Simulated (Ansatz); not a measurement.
Input

```
crystal:
  lattice:
    - [3.2162589223, 0.0, 0.0]
    - [-1.6081294611, 2.7853619318, 0.0]
    - [0.0, 0.0, 26.160773757]
  atoms:
    - { symbol: "N", position: [0.0, 0.0, 0.2866887681] }
    - { symbol: Ga, position: [0.3333333333, 0.6666666667, 0.3117842071] }
    - { symbol: "N", position: [0.3333333333, 0.6666666667, 0.3870705243] }
    - { symbol: Ga, position: [0.6666666667, 0.3333333333, 0.4121659633] }
    - { symbol: "N", position: [0.6666666667, 0.3333333333, 0.4874522805] }
    - { symbol: Ga, position: [0.0, 0.0, 0.5125477195] }
    - { symbol: "N", position: [0.0, 0.0, 0.5878340367] }
    - { symbol: Ga, position: [0.3333333333, 0.6666666667, 0.6129294757] }
    - { symbol: "N", position: [0.3333333333, 0.6666666667, 0.6882157929] }
    - { symbol: Ga, position: [0.6666666667, 0.3333333333, 0.7133112319] }
basis:
  ecutwfc: 420
kpoints:
  mp_grid: { grid: [9, 9, 1] }
hamiltonian:
  xc: pbe
scf:
  occupations: { method: gaussian, width: 0.05 }
output:
  forces: true
  eigenvalues: true
  write_density: true
  write_potential: true
  elf: true
  volumetric_format: npy
relax:
  adjacent_minimum: "off"
  f_tol: 0.02
  max_steps: 60
efield:
  axis: 3
  dipole_correction: true
  ramp_width: 0.04
```

Launched as:

```sh
ansatz run input.yaml --threads 1 --pin off --max-ram 2560MiB --backend cpu --events-out ev --progress --plain --runs-dir out
```

The fields are those of the run's last geometry, not of the input's.

Method: DFT PBE, scalar-relativistic, plane waves, PAW in Ansatz.

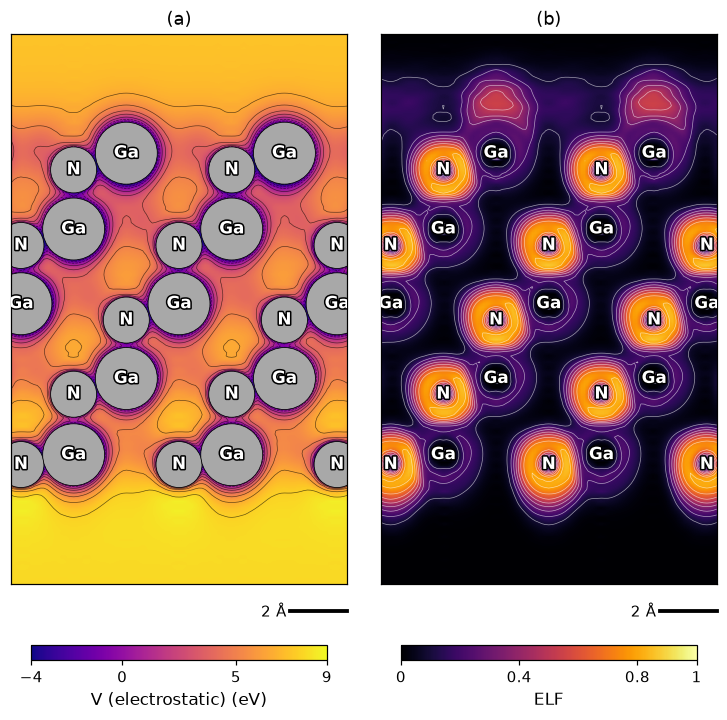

GaN (slab). (a) electrostatic potential energy of an electron; (b) ELF on the (110) plane of the calculation cell, a cut from vacuum to vacuum. Grey discs cover the atomic cores in the potential map.

Core electrons are frozen (PAW), and the valence fields are smoothed inside the atomic spheres.

Read the bonding off the picture.

Answer.
- The plane passes through N and Ga nuclei.
- Ga–N (1.89 Å): the ELF peaks at about 0.85 in the valence shell of N, 0.6 Å from its nucleus, and is about 0.50 at the midpoint.
- Ga–N (1.94 Å): the ELF peaks at about 0.85 in the valence shell of N, 0.7 Å from its nucleus, and is about 0.50 at the midpoint.
- Ga–N (2.06 Å): the ELF peaks at about 0.85 in the valence shell of N, 0.7 Å from its nucleus, and is about 0.40 at the midpoint.
- Ga–N (2.13 Å): the ELF peaks at about 0.85 in the valence shell of N, 0.7 Å from its nucleus, and is about 0.35 at the midpoint.

Does the calculation make it a metal, or give it a gap?

Answer. It is gapless in this calculation (a metal or semimetal).
